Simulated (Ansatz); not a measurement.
# Single-point calculation of Ti

The run: single-point calculation of Ti (slab, 6 atoms in the cell). Method and program: DFT, PBEsol, all-electron LAPW, scalar-relativistic, no spin polarisation (Ansatz 0.2.0).

Figures and captions count atoms from 1; the log counts them from 0 in places.

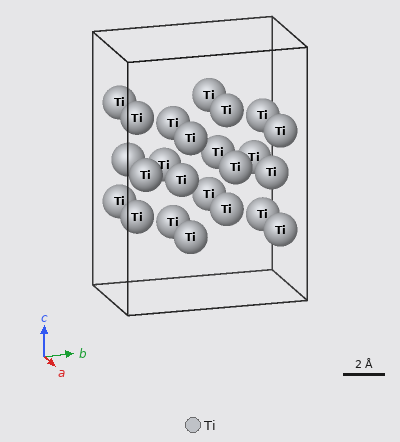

The structure (spheres-only view of the 2 × 2 repeat of the cell, with the vacuum cut short, seen slightly off an axis).

**The input**
```yaml
crystal:
  lattice:
    - [2.9012772668, 0.0, 0.0]
    - [0.0, 4.5933578522, 0.0]
    - [0.0, 0.0, 21.8627]
  atoms:
    - { symbol: Ti, position: [0.75, 0.75, 0.3659203519] }
    - { symbol: Ti, position: [0.25, 0.25, 0.404228823] }
    - { symbol: Ti, position: [0.25, 0.75, 0.4808457644] }
    - { symbol: Ti, position: [0.75, 0.25, 0.5191542356] }
    - { symbol: Ti, position: [0.75, 0.75, 0.595771177] }
    - { symbol: Ti, position: [0.25, 0.25, 0.6340796481] }
kpoints:
  mp_grid: { grid: [13, 8, 1] }
scf:
  occupations: { method: fermi_dirac, width: 0.1 }
hamiltonian:
  xc: pbesol
  pseudopotentials: { kind: all_electron, lapw: { basis_error: 0.001 } }
output:
  forces: true
  stress: true
  eigenvalues: true
  populations: true
  dos: { projected: true, de: 0.2, e_range: [-14, 8] }
efield:
  axis: 3
  amplitude: 0
  dipole_correction: true
```

Run on 2 threads of Arm Neoverse V2, 24 GiB of memory available, shared host.

Launched with:
```bash
ansatz run input.yaml --threads 2 --pin off --max-ram 4096MiB --backend cpu --events-out ev --progress --plain --runs-dir out
```

**Output**
```
Ti: projections on atomic orbitals take those of the free atom 1s2 2s2 2p6 3s2 3p6 3d2 4s2, of charge +0.00 (hamiltonian.pseudopotentials.projection_atoms)
LAPW: plane waves up to 7.378 Å⁻¹, error target 1.0e-3 eV per atom; small_component_spin mean_spin; Ti in spheres of 1.421 Å, 12 of its electrons in bands, Dirac shells [] (how accurate: hamiltonian.pseudopotentials.lapw.basis_error, Limitations)
Engine: ansatz 0.2.0, aarch64-unknown-linux-gnu
Pseudopotentials: kind: all_electron
Pseudopotential: Ti, LAPW, valence charge 12, lapw/all_electron/scalar/gaussian/Ti, Koelling and Harmon's equation, gaussian nucleus
Functional definition: PBEsol
  exchange = pbesol_x
  correlation = pbesol_c
Crystal: 6 atoms, lattice volume = 291.356 Å³
Basis set: ecut = 207.4148318513264 eV, 2027 PW (Γ), exchange–correlation at level 2
Bands: 44, of which v1, the nominal top of the filled ones, is band 36 counted from 1 (35 counted from 0)
Symmetry: 4 space group operations
k-points: 35 of 104
Non-local potential: Ti, projectors of the file, none
Initial density: superposition of atomic densities (neutral atoms: chi_scale 0, normalization atom)
Initial wavefunctions: plane waves of lowest kinetic energy (no species holds an atomic orbital)
Functional: x = pbesol(κ = 0.804, μ = 0.12345679012345678), c = pbesol(β = 0.046)
iter 1 solved again at ethr=9.32e-2 eV; its pass at ethr=1.00e-1 eV (dr2=6.71e1 eV) is discarded
SCF iter   1: F=—  HF=-139247.389774 eV  |F-HF|=—  |Δ(HF+E_count)|=         —  Δρ=3.77e-2  dr2=6.67e1  ethr=9.32e-2  p=0.000 e·Å  D=2.32e-14 V/Å  ΔV_dip=-0.00 eV  dr2_dipole=1.27e-2  V_vac-E_F(+/−)=8.15/8.15 eV  ⟨swp⟩=2.1  Hψ=11219  notcnv=0
efield: sawtooth ramp at fractional position 0.9500 (placed from the atoms, in the widest stretch of the axis that holds none; the zero of the levels goes with the place), width 0.1000; the density the first Hamiltonian is built on has a dipole p = 0.000 e·Å; the dipole correction subtracts the counter field D = 4.55e-14 V/Å, which shifts the + side's vacuum level by -0.00 eV against the − side's; the planar-averaged density in the ramp window peaks in size at 2.3e-6 e/Å³
preconditioner: auto → LDOS  [metal: Δε(μ)=0.006 eV  Ē_g=2.677 eV  σ=0.100 eV  W_gap=0.01  n_scr=36 (ndim 8)  ℏωp=10.7 eV  f_vac=0.545  D(μ)=9.46/eV (n_scr^D=56)  β→1.0]
SCF iter   2: F=—  HF=-139246.336144 eV  |F-HF|=—  |Δ(HF+E_count)|=    1.05e0  Δρ=4.41e-2  dr2=8.31e1  ethr=9.27e-2  p=-0.002 e·Å  D=-1.05e-3 V/Å  ΔV_dip=0.02 eV  dr2_dipole=3.62e-1  V_vac-E_F(+/−)=1.15/1.13 eV  ⟨swp⟩=3.5  Hψ=5924  notcnv=0
iter 3 solved again at ethr=1.12e-3 eV; its pass at ethr=9.27e-2 eV (dr2=8.04e-1 eV) is discarded
SCF iter   3: F=—  HF=-139241.932538 eV  |F-HF|=—  |Δ(HF+E_count)|=    4.40e0  Δρ=8.46e-3  dr2=7.91e-1  ethr=1.12e-3  p=0.003 e·Å  D=1.56e-3 V/Å  ΔV_dip=-0.03 eV  dr2_dipole=2.30e-2  V_vac-E_F(+/−)=3.98/4.01 eV  ⟨swp⟩=3.0  Hψ=18288  notcnv=0
automatic band count: the SCF goes on with 52 bands, as 44 were too few: the levels above may hold too much charge
SCF iter   4: F=—  HF=-139241.877493 eV  |F-HF|=—  |Δ(HF+E_count)|=         —  Δρ=2.79e-3  dr2=6.62e-2  ethr=1.10e-3  p=0.002 e·Å  D=1.30e-3 V/Å  ΔV_dip=-0.03 eV  dr2_dipole=4.65e-5  V_vac-E_F(+/−)=4.13/4.16 eV  ⟨swp⟩=2.1  Hψ=5908  notcnv=0
the basis was enlarged: its passes take 1.2 MiB over the memory plan, 2 of 2 planned eigensolver slots
SCF iter   5: F=—  HF=-139241.867762 eV  |F-HF|=—  |Δ(HF+E_count)|=   9.73e-3  Δρ=1.34e-3  dr2=1.17e-2  ethr=9.20e-5  p=0.001 e·Å  D=6.85e-4 V/Å  ΔV_dip=-0.01 eV  dr2_dipole=3.70e-5  V_vac-E_F(+/−)=4.04/4.05 eV  ⟨swp⟩=2.0  Hψ=5596  notcnv=0
SCF iter   6: F=—  HF=-139241.868153 eV  |F-HF|=—  |Δ(HF+E_count)|=   3.90e-4  Δρ=3.15e-4  dr2=1.94e-3  ethr=1.62e-5  p=0.000 e·Å  D=2.12e-4 V/Å  ΔV_dip=-0.00 eV  dr2_dipole=2.87e-5  V_vac-E_F(+/−)=3.96/3.97 eV  ⟨swp⟩=2.7  Hψ=5648  notcnv=0
SCF iter   7: F=—  HF=-139241.868197 eV  |F-HF|=—  |Δ(HF+E_count)|=   4.38e-5  Δρ=1.18e-4  dr2=2.66e-4  ethr=2.69e-6  p=0.000 e·Å  D=5.26e-5 V/Å  ΔV_dip=-0.00 eV  dr2_dipole=2.07e-6  V_vac-E_F(+/−)=3.92/3.92 eV  ⟨swp⟩=2.7  Hψ=5647  notcnv=0
SCF iter   8: F=—  HF=-139241.868244 eV  |F-HF|=—  |Δ(HF+E_count)|=   4.76e-5  Δρ=5.16e-5  dr2=1.91e-5  ethr=3.69e-7  p=0.000 e·Å  D=1.73e-5 V/Å  ΔV_dip=-0.00 eV  dr2_dipole=1.55e-6  V_vac-E_F(+/−)=3.90/3.90 eV  ⟨swp⟩=3.0  Hψ=6215  notcnv=0
SCF iter   9: F=—  HF=-139241.868247 eV  |F-HF|=—  |Δ(HF+E_count)|=   3.05e-6  Δρ=1.65e-5  dr2=2.37e-6  ethr=2.65e-8  p=0.000 e·Å  D=5.21e-6 V/Å  ΔV_dip=-0.00 eV  dr2_dipole=1.02e-7  V_vac-E_F(+/−)=3.89/3.89 eV  ⟨swp⟩=3.0  Hψ=5947  notcnv=0
SCF iter  10: F=—  HF=-139241.868248 eV  |F-HF|=—  |Δ(HF+E_count)|=   8.05e-7  Δρ=6.66e-6  dr2=2.12e-7  ethr=3.29e-9  p=0.000 e·Å  D=1.38e-6 V/Å  ΔV_dip=-0.00 eV  dr2_dipole=4.53e-10  V_vac-E_F(+/−)=3.89/3.89 eV  ⟨swp⟩=3.0  Hψ=6230  notcnv=0
SCF iter  11: F=-139241.868248 eV  HF=-139241.868248 eV  |F-HF|=2.07e-9  |Δ(HF+E_count)|=   1.63e-7  Δρ=2.09e-6  dr2=3.16e-8  ethr=2.94e-10  p=0.000 e·Å  D=1.08e-6 V/Å  ΔV_dip=-0.00 eV  dr2_dipole=6.35e-9  V_vac-E_F(+/−)=3.89/3.89 eV  ⟨swp⟩=3.0  Hψ=5954  notcnv=0
SCF 1 converged in 11 iterations: F = -139241.868248 eV  dr2 = 3.16e-8
```

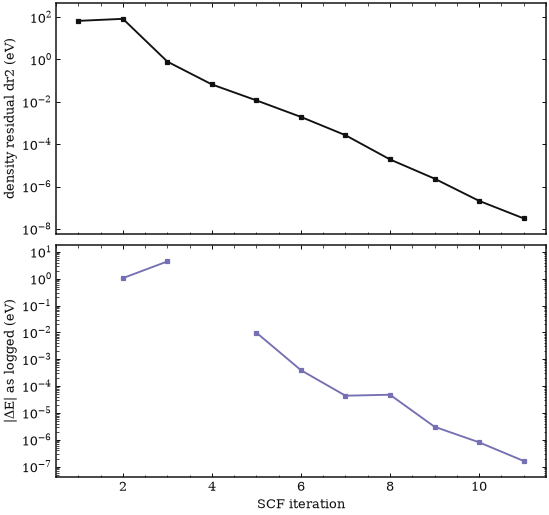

Convergence of the self-consistent field: density residual dr2 and size of the energy change against the SCF iteration. The residual falls almost steadily, with no more than small rises.

```
SCF converged after 11 iterations
Free energy (F): -139241.868248 eV
Harris-Foulkes:  -139241.868248 eV  (|F-HF|=2.07e-9)
Internal energy: -139241.526684 eV  (E = F + TS)
E sigma→0 (E₀):  -139241.697466 eV
Entropy (-TS):   -0.341564 eV (-56.927 meV/atom)
Fermi energy:    2.506743 eV
Dipole field:    D = 0.000001 V/Å  (p = 0.000002 e·Å, saw-weighted, corrected)
Work function:   Φ+ = 3.8876 eV   Φ− = 3.8877 eV
Levels:          The Fermi level and band energies are counted from a zero that moves with the ramp; work functions are not
--- Per-component energies (eV) ---
  E_band       = -1718.630378
  E_kinetic    = 140557.390209
  E_xc         = -6726.083442
  E_efield     = 0.000000  (sawtooth field / dipole correction)
  E_electrostatic = -273072.833451  (all electrons and nuclei)
  E_smearing   = -0.341564  (= −TS)
  E_closure    = 0.000000  (closes the sum)
  E_atoms      = -139202.129985  (free atoms, spherical and without spin; not in F)
  Σ components = -139241.868248   (vs F -139241.868248, Δ=0.00e0)
  Basis errors (estimates in eV, not in F): energy 3.1e-4 per atom: plane waves 2.7e-4 (1.5e-4 summed), levels above the bands 6.9e-13, relativity 8.9e-9, radial functions 4.0e-5, core shells 4.1e-8; eigenvalues (radial functions only) 7.1e-7; not estimated: angular momenta, meshes, grids; target (lapw.basis_error) 1.0e-3; muffin-tin radii Ti 1.421 Å
--- Forces (eV/Å), atoms counted from 1 ---
  atom   1  Ti     0.00000000     0.00000000     0.35869651
  atom   2  Ti     0.00000000     0.00000000     0.22549901
  atom   3  Ti     0.00000000     0.00000000    -0.21641704
  atom   4  Ti     0.00000000     0.00000000     0.21654655
  atom   5  Ti     0.00000000     0.00000000    -0.22536727
  atom   6  Ti     0.00000000     0.00000000    -0.35910922
  max |Σ_I F_I| component: 1.51e-4 eV/Å
--- Stress (GPa, compression-positive) ---
       -2.148548       0.000000       0.000000
        0.000000      -2.030006       0.000000
        0.000000       0.000000      -1.575704
  P = ⅓ Tr σ = -1.9181 GPa (-19.181 kbar)
--- Band table (eV; the first three rows and the last of 35) ---
  k-point 0: bands = ["-54.1995", "-54.1965", "-54.0087", "-53.9074", "-53.8885", "-53.8846", "-30.7827", "-30.7677", "-30.7552", "-30.7111", "-30.5771", "-30.4447", "-30.3327", "-30.3087", "-30.2931", "-30.1941", "-30.1909", "-30.1616", "-30.1014", "-30.0978", "-30.0815", "-30.0802", "-30.0162", "-30.0015", "-3.2182", "-1.9041", "-0.5156", "0.1576", "0.4391", "0.8009", "0.9091", "1.9137", "1.9485", "1.9504", "2.4947", "2.7179", "2.9443", "3.1078", "3.2552", "3.4807", "3.5364", "3.5575", "3.6030", "3.6034", "3.6568", "3.8759", "3.8947", "3.9373", "4.0140", "4.2812", "4.5559", "4.7205"]
  k-point 1: bands = ["-54.1977", "-54.1951", "-54.0047", "-53.9087", "-53.8904", "-53.8890", "-30.7871", "-30.7715", "-30.7445", "-30.6824", "-30.5887", "-30.4125", "-30.3667", "-30.3033", "-30.2886", "-30.1863", "-30.1744", "-30.1582", "-30.1381", "-30.1065", "-30.0845", "-30.0594", "-30.0410", "-30.0070", "-3.0865", "-1.7934", "-0.4858", "0.1112", "0.4657", "0.6987", "1.0636", "1.7530", "1.8428", "1.9777", "2.5879", "2.7329", "2.9673", "3.1856", "3.2295", "3.3252", "3.4884", "3.4989", "3.5017", "3.5803", "3.6233", "3.8760", "3.9524", "3.9959", "4.1167", "4.4205", "4.5545", "4.6170"]
  k-point 2: bands = ["-54.1934", "-54.1915", "-53.9928", "-53.9142", "-53.8991", "-53.8951", "-30.7985", "-30.7894", "-30.6762", "-30.6321", "-30.6004", "-30.4297", "-30.3522", "-30.2887", "-30.2769", "-30.1921", "-30.1691", "-30.1646", "-30.1511", "-30.1204", "-30.0998", "-30.0899", "-30.0541", "-30.0222", "-2.7040", "-1.4742", "-0.3902", "-0.1183", "0.4794", "0.5145", "1.3340", "1.5357", "1.7188", "2.0442", "2.6996", "2.7380", "2.8094", "2.9934", "3.1575", "3.2733", "3.3742", "3.4117", "3.5141", "3.5379", "3.6086", "3.7902", "3.9268", "3.9307", "4.3229", "4.5922", "4.7140", "4.7267"]
  k-point 34: bands = ["-54.1430", "-54.1430", "-53.8988", "-53.8988", "-53.8750", "-53.8749", "-30.7458", "-30.7458", "-30.7290", "-30.7290", "-30.6881", "-30.6881", "-30.5956", "-30.5956", "-30.3329", "-30.3329", "-30.2368", "-30.2368", "-30.2046", "-30.2046", "-30.1349", "-30.1349", "-30.1229", "-30.1229", "0.1016", "0.1016", "0.2793", "0.2793", "0.8665", "0.8665", "1.6940", "1.6940", "1.8490", "1.8490", "2.1235", "2.1235", "2.8672", "2.8672", "3.1245", "3.1245", "3.5496", "3.5496", "3.9128", "3.9128", "4.3124", "4.3124", "4.5410", "4.5410", "4.9532", "4.9532", "5.3477", "5.3477"]
--- Löwdin populations: 6 sites ---
  site symbol       q [e]
     0     Ti     21.8826
     1     Ti     21.8875
     2     Ti     21.8685
     3     Ti     21.8686
     4     Ti     21.8876
     5     Ti     21.8826
  spilling = 0.005475 (of n_electrons = 132.000000)
```

**File dos.tsv**
```
# E-E_F[eV]	g_bin_mean(E)[states/eV]	N(E)
# format = ansatz-dos/2
# fermi_ev = 2.506743
# fermi_mp_grid = 13 8 1
# fermi_mp_shift = 0 0 0
# tetrahedron_fermi_ev = 2.543911
# g_bin_mean(E): the states in a bin one row spacing wide, centred on E, divided by that spacing. States that the method places at a single energy (under output.dos.method: tetrahedron, those of a tetrahedron whose four corners have one energy) are counted whole in the row whose bin holds that energy (on the edge of two bins, in the lower row). The sum of g_bin_mean over a run of rows, times the row spacing, is the number of states from half a spacing under the first of them to half a spacing over the last (a plain sum, not the trapezoid rule).
-14.000000	0.000000e0	4.800000e1
-13.800000	0.000000e0	4.800000e1
-13.600000	0.000000e0	4.800000e1
-13.400000	0.000000e0	4.800000e1
-13.200000	0.000000e0	4.800000e1
-13.000000	0.000000e0	4.800000e1
-12.800000	0.000000e0	4.800000e1
-12.600000	0.000000e0	4.800000e1
-12.400000	0.000000e0	4.800000e1
-12.200000	0.000000e0	4.800000e1
-12.000000	0.000000e0	4.800000e1
-11.800000	0.000000e0	4.800000e1
-11.600000	0.000000e0	4.800000e1
-11.400000	0.000000e0	4.800000e1
-11.200000	0.000000e0	4.800000e1
-11.000000	0.000000e0	4.800000e1
-10.800000	0.000000e0	4.800000e1
-10.600000	0.000000e0	4.800000e1
-10.400000	0.000000e0	4.800000e1
-10.200000	0.000000e0	4.800000e1
-10.000000	0.000000e0	4.800000e1
-9.800000	0.000000e0	4.800000e1
-9.600000	0.000000e0	4.800000e1
-9.400000	0.000000e0	4.800000e1
-9.200000	0.000000e0	4.800000e1
-9.000000	0.000000e0	4.800000e1
-8.800000	0.000000e0	4.800000e1
-8.600000	0.000000e0	4.800000e1
-8.400000	0.000000e0	4.800000e1
-8.200000	0.000000e0	4.800000e1
-8.000000	0.000000e0	4.800000e1
-7.800000	0.000000e0	4.800000e1
-7.600000	0.000000e0	4.800000e1
-7.400000	0.000000e0	4.800000e1
-7.200000	0.000000e0	4.800000e1
-7.000000	0.000000e0	4.800000e1
-6.800000	0.000000e0	4.800000e1
-6.600000	0.000000e0	4.800000e1
-6.400000	0.000000e0	4.800000e1
-6.200000	0.000000e0	4.800000e1
-6.000000	0.000000e0	4.800000e1
-5.800000	7.243780e-3	4.800000e1
-5.600000	4.419878e-1	4.803639e1
-5.400000	4.599210e-1	4.813340e1
-5.200000	5.251015e-1	4.823570e1
-5.000000	5.023565e-1	4.833625e1
-4.800000	5.368032e-1	4.844007e1
-4.600000	5.671241e-1	4.855164e1
-4.400000	7.498605e-1	4.866525e1
-4.200000	1.143886e0	4.887598e1
-4.000000	1.230398e0	4.910676e1
-3.800000	1.324256e0	4.936023e1
-3.600000	1.510665e0	4.964437e1
-3.400000	1.400565e0	4.994826e1
-3.200000	1.330929e0	5.020752e1
-3.000000	2.627380e0	5.054840e1
-2.800000	3.222607e0	5.119852e1
-2.600000	4.230066e0	5.188222e1
-2.400000	5.031703e0	5.296508e1
-2.200000	5.403491e0	5.379773e1
-2.000000	7.484322e0	5.512119e1
-1.800000	6.499445e0	5.662569e1
-1.600000	8.403591e0	5.820041e1
-1.400000	5.401209e0	5.952493e1
-1.200000	8.001792e0	6.056684e1
-1.000000	9.394514e0	6.237347e1
-0.800000	1.400366e1	6.459097e1
-0.600000	9.922719e0	6.744898e1
-0.400000	7.642159e0	6.914702e1
-0.200000	3.926697e0	7.019498e1
0.000000	1.126210e1	7.151707e1
0.200000	1.431419e1	7.427676e1
0.400000	1.610797e1	7.715045e1
0.600000	1.482102e1	8.056246e1
0.800000	1.202589e1	8.307747e1
1.000000	1.490771e1	8.590715e1
1.200000	1.043150e1	8.825369e1
1.400000	1.054026e1	9.051791e1
1.600000	8.018476e0	9.241446e1
1.800000	7.982428e0	9.371267e1
2.000000	1.001719e1	9.551744e1
2.200000	1.026931e1	9.791628e1
2.400000	9.489876e0	9.961532e1
2.600000	1.009393e1	1.016843e2
2.800000	3.401577e0	1.030339e2
3.000000	1.666630e0	1.035350e2
3.200000	1.123022e0	1.037688e2
3.400000	6.004722e-1	1.040000e2
3.600000	0.000000e0	1.040000e2
3.800000	0.000000e0	1.040000e2
4.000000	0.000000e0	1.040000e2
4.200000	0.000000e0	1.040000e2
4.400000	0.000000e0	1.040000e2
4.600000	0.000000e0	1.040000e2
4.800000	0.000000e0	1.040000e2
5.000000	0.000000e0	1.040000e2
5.200000	0.000000e0	1.040000e2
5.400000	0.000000e0	1.040000e2
5.600000	0.000000e0	1.040000e2
5.800000	0.000000e0	1.040000e2
6.000000	0.000000e0	1.040000e2
6.200000	0.000000e0	1.040000e2
6.400000	0.000000e0	1.040000e2
6.600000	0.000000e0	1.040000e2
6.800000	0.000000e0	1.040000e2
7.000000	0.000000e0	1.040000e2
7.200000	0.000000e0	1.040000e2
7.400000	0.000000e0	1.040000e2
7.600000	0.000000e0	1.040000e2
7.800000	0.000000e0	1.040000e2
8.000000	0.000000e0	1.040000e2
```

**File populations.tsv**
```
# site	symbol	l	j	q
# orbitals = lowdin
# n_electrons = 132.000000
# spilling = 0.005475
# projection_atom_Ti: 1s2 2s2 2p6 3s2 3p6 3d2 4s2
0	Ti	0_1S	-	1.999984
0	Ti	0_2S	-	1.999051
0	Ti	0_3S	-	1.975852
0	Ti	0_4S	-	0.958846
0	Ti	1_2P	-	5.999976
0	Ti	1_3P	-	5.987747
0	Ti	2_3D	-	2.961097
1	Ti	0_1S	-	1.999978
1	Ti	0_2S	-	1.998751
1	Ti	0_3S	-	1.968387
1	Ti	0_4S	-	0.920387
1	Ti	1_2P	-	5.999977
1	Ti	1_3P	-	5.989571
1	Ti	2_3D	-	3.010485
2	Ti	0_1S	-	1.999976
2	Ti	0_2S	-	1.998580
2	Ti	0_3S	-	1.963964
2	Ti	0_4S	-	0.911977
2	Ti	1_2P	-	5.999976
2	Ti	1_3P	-	5.989395
2	Ti	2_3D	-	3.004677
3	Ti	0_1S	-	1.999976
3	Ti	0_2S	-	1.998580
3	Ti	0_3S	-	1.963964
3	Ti	0_4S	-	0.911977
3	Ti	1_2P	-	5.999976
3	Ti	1_3P	-	5.989395
3	Ti	2_3D	-	3.004685
4	Ti	0_1S	-	1.999978
4	Ti	0_2S	-	1.998751
4	Ti	0_3S	-	1.968387
4	Ti	0_4S	-	0.920387
4	Ti	1_2P	-	5.999977
4	Ti	1_3P	-	5.989571
4	Ti	2_3D	-	3.010500
5	Ti	0_1S	-	1.999984
5	Ti	0_2S	-	1.999051
5	Ti	0_3S	-	1.975852
5	Ti	0_4S	-	0.958848
5	Ti	1_2P	-	5.999976
5	Ti	1_3P	-	5.987747
5	Ti	2_3D	-	2.961126
```

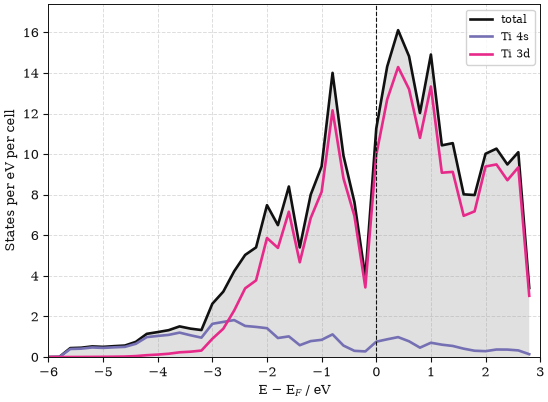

Density of states (projected on atomic shells), with energies from the Fermi level. There are states at the Fermi level: a metal at this level of theory.

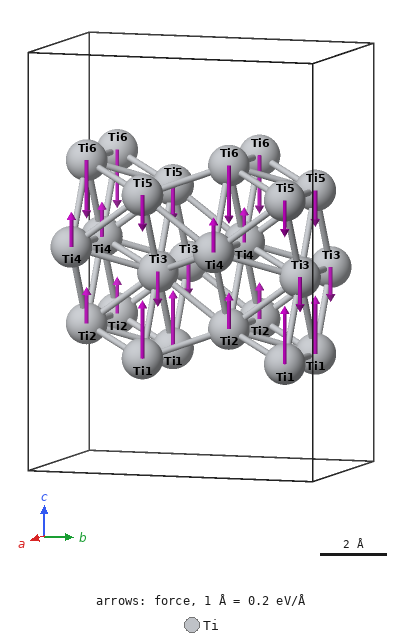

Forces on the atoms as pink arrows (ball-and-stick view of the 2 × 2 repeat of the cell, with the vacuum cut short, seen slightly off an axis; atoms are numbered from 1 in the order of the input). The largest act on Ti1, Ti6 (0.36 eV/Å); Ti2, Ti5 (0.23 eV/Å); Ti3, Ti4 (0.22 eV/Å). The geometry is not a stationary point of this energy.

**Results in brief**

- outcome: converged
- electrons in bands (core shells apart): 72
- free energy: −139241.8682 eV
- Fermi energy: 2.507 eV
- electronic character: metal
- largest force (length of the vector): 0.359 eV/Å
- wall time: 2.6 min (CPU time 5.2 min)
- peak memory: 0.84 GiB
